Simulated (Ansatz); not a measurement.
**A Fermi-surface study of one free-standing Te₂Mo layer cut from the bulk crystal (space group of the slab cell P2_1/m)**

Input

```yaml
crystal:
  lattice:
    - [6.34644956, 0.0, 0.0]
    - [0.0, 3.49421554, 0.0]
    - [0.0, 0.0, 17.1034374]
  atoms:
    - { symbol: Te, position: [0.9208572, 0.25, 0.61995508] }
    - { symbol: Te, position: [0.0791428, 0.75, 0.38004492] }
    - { symbol: Te, position: [0.42798283, 0.75, 0.58577504] }
    - { symbol: Te, position: [0.57201717, 0.25, 0.41422496] }
    - { symbol: Mo, position: [0.18062472, 0.25, 0.49422081] }
    - { symbol: Mo, position: [0.81937528, 0.75, 0.50577919] }
basis:
  ecutwfc: 420
kpoints:
  mp_grid: { grid: [10, 18, 1] }
hamiltonian:
  xc: pbe
scf:
  occupations: { method: gaussian, width: 0.05 }
output:
  forces: true
  eigenvalues: true
  eigenstates:
    nscf_kmesh: { grid: [10, 18, 1] }
    top_band: c12
    de_dk: true
    localisation: true
checkpoint:
  write: ck
  compress: false
  write_wavefunctions: false
  write_every: 100000
magnetization:
  noncollinear: true
  spin_orbit: true
```

Launched as:

```sh
ansatz run input.yaml --threads 2 --pin off --max-ram 5120MiB --backend cpu --events-out ev --progress --plain --runs-dir out
```

Computed with DFT PBE, spin-orbit coupling, plane waves, PAW; levels and slopes on a k mesh at the converged density (Ansatz 0.2.0). Non-magnetic. With an inversion centre and no moment every band is doubly degenerate; a pair is shown and named once. The levels come from a k mesh of 10×18×1 points. Unrelaxed database geometry. The cell comes from a database of computed structures, not from a measurement.

Part 1: The sheets

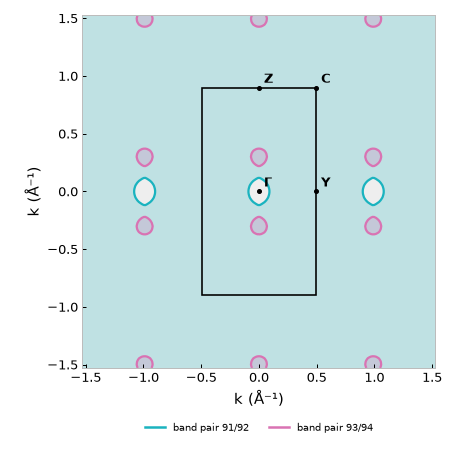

Fermi surface of this layer. Contours mark where each band crosses the level; filled states are shaded.

> What does each sheet look like, and where are the electron and hole pockets?

Two doubly degenerate bands cross the Fermi level.

Band pair 91/92: one hole pocket centred at Γ, no more than about three mesh steps wide (1.8 % of the zone). Band pair 93/94: two electron closed contours on the Γ–Z line, no more than about three mesh steps wide (each 0.90 % of the zone).

Part 2: Shifting the Fermi level

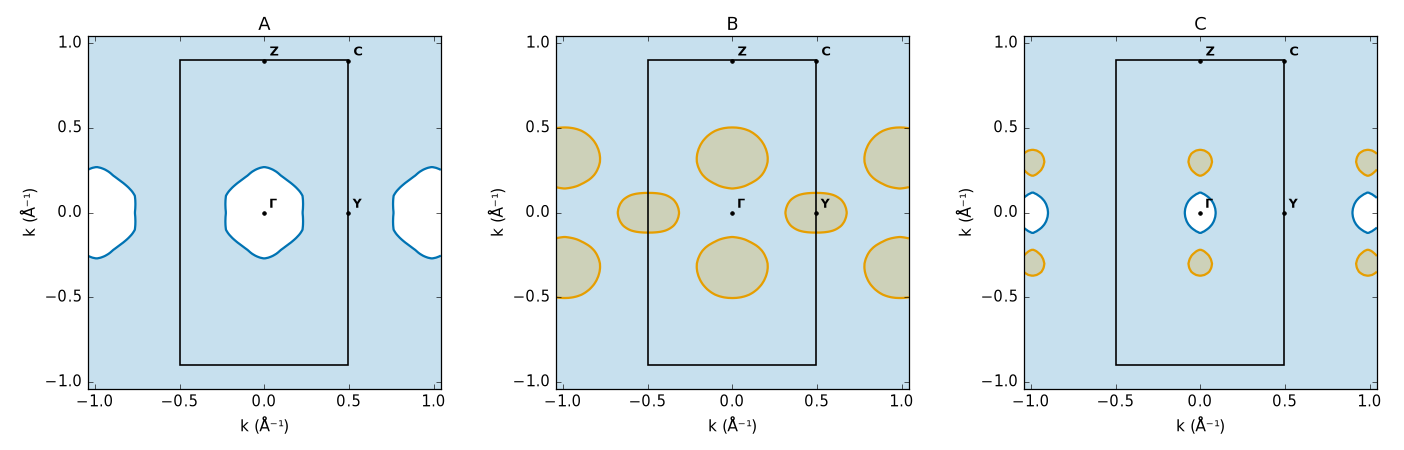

Constant-energy contours of this layer at the Fermi level, 0.25 eV below it and 0.25 eV above it, in shuffled order (rigid bands, one colour a band; states under the level are shaded).

> Order the panels by energy.

A lies 0.25 eV below, C is the Fermi surface and B lies 0.25 eV above: electron regions grow and hole regions shrink with energy.

> What does the calculation give for the electrons per cell that each shift takes, and for the density of states?

Lowering the level removes 0.21 electrons per primitive cell and raising it adds 0.35. The density of states goes from 0.84 through 1.3 to 2.0 states/eV.

Part 3: Cuts and bands

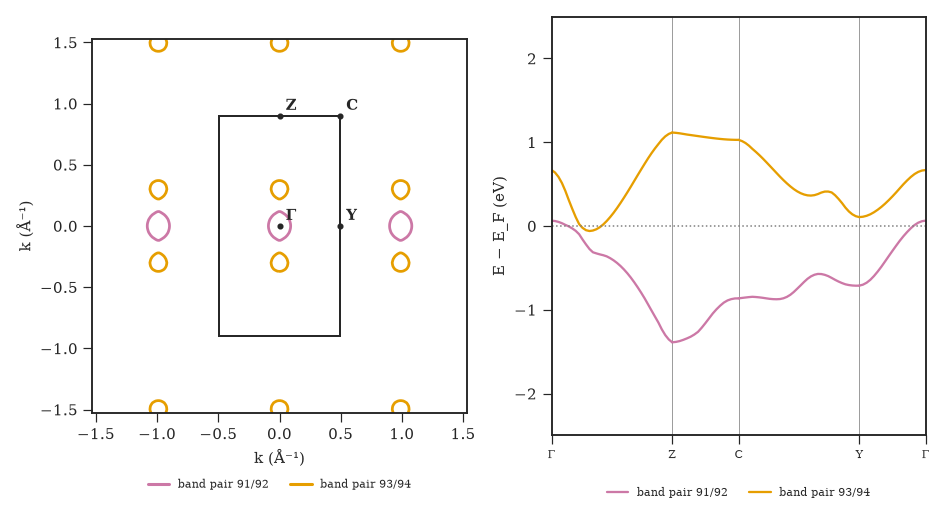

This layer: cut through the Fermi surface in the plane of the sheet, and the bands that cross the Fermi level.

> For each band, read its level at the labelled points (eV from the Fermi level).

| band | Γ | Z | Y | C |
| --- | --- | --- | --- | --- |
| band pair 91/92 | +0.06 | −1.39 | −0.71 | −0.86 |
| band pair 93/94 | +0.67 | +1.11 | +0.11 | +1.03 |

Negative values are filled states.

Necks and pockets thinner than about two mesh steps aren't resolved, so separate pockets may in truth be joined.

The run (self-consistency and the dense mesh) took 9.5 min on 2 threads of Intel(R) Xeon(R) 6975P-C (Granite Rapids), with other jobs on the host, peak memory 3.6 GiB.
